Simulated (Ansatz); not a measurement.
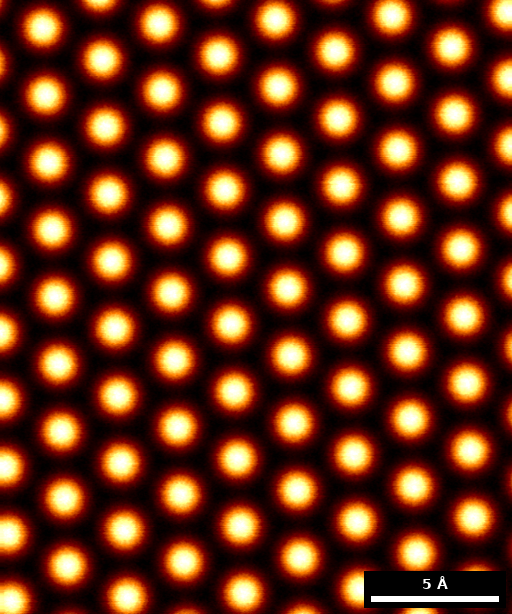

An image along [001] of one of the structures below (computed or model cells, partly hypothetical, each in its standard cell). Simulated incoherent Z contrast: every atom adds Z^1.7 spread by a probe of 1.24 Å full width; channelling and multiple scattering are left out. The probe carries 25 % of its weight in a tail 2.5 times as wide. Shot noise and a slight drift were added.

A. Ti
Space group P6_3/mmc (No. 194). a = 2.963 Å, b = 2.963 Å, c = 4.688 Å, α = 90.00°, β = 90.00°, γ = 120.00°
```tsv
atom	site	symmetry	x	y	z
Ti	2d	-6m2	0.3333	0.6667	0.7500
```

B. Ti
Space group Pm-3m (No. 221). a = 2.600 Å, b = 2.600 Å, c = 2.600 Å, α = 90.00°, β = 90.00°, γ = 90.00°
```json
{"atom": "Ti", "site": "1a", "symmetry": "m-3m", "x": "0.0000", "y": "0.0000", "z": "0.0000"}
```

C. Ti
Space group P6/mmm (No. 191). a = 4.615 Å, b = 4.615 Å, c = 2.856 Å, α = 90.00°, β = 90.00°, γ = 120.00°
```json
{"atom": "Ti", "site": "1a", "symmetry": "6/mmm", "x": "0.0000", "y": "0.0000", "z": "0.0000"}
{"atom": "Ti", "site": "2d", "symmetry": "-6m2", "x": "0.3333", "y": "0.6667", "z": "0.5000"}
```

D. Ti
Space group Fm-3m (No. 225). a = 4.112 Å, b = 4.112 Å, c = 4.112 Å, α = 90.00°, β = 90.00°, γ = 90.00°
```csv
atom,site,symmetry,x,y,z
Ti,4a,m-3m,0.0000,0.0000,0.0000
```

Which structure was imaged?

C, Ti. Along [001] the projected cells are A 2.96 × 2.96 Å, 120°; B 2.60 × 2.60 Å, 90°; C 2.66 × 2.66 Å, 120°; D 2.06 × 2.06 Å, 90°. The image repeats as C does.

Structure C: the geometry given to an electronic-structure calculation, possibly off equilibrium; the starting structure was generated, so it need not be a known form of this composition.
